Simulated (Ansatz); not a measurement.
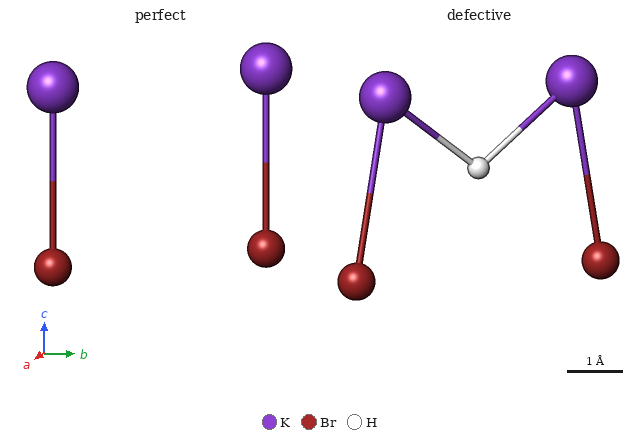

Left: perfect KBr. Right: the same region with one point defect, after relaxing the atoms in a supercell of 32 sites. A ball-and-stick model of the atoms within 4.6 Å of one point, in a slice 3.4 Å thick across the line of sight, seen slightly off an axis.

Theory: Ansatz 0.2.0, DFT PBE, scalar-relativistic, plane waves, PAW. Set-up: plane-wave cutoff 420 eV; k-point mesh 2 × 2 × 2; occupations gaussian; smearing width 0.01 eV; mesh shifted by (0.5, 0.5, 0.5); no spin polarisation. The cell is small and the k-mesh coarse, so the numbers are rough. A uniform background neutralises the charged cell. The axes drawn are those of the host's conventional cell.

Which defect is it?

An extra hydrogen atom is put between the host's atoms (an interstitial).

The charge state of the cell is −1.

How does the lattice respond?

The H atom starts with 4 K at 2.90 Å, 4 Br at 2.90 Å around its place and ends with 4 K at 2.54 Å. Of the host's atoms, a bromine atom moves furthest from its site, by 0.42 Å.
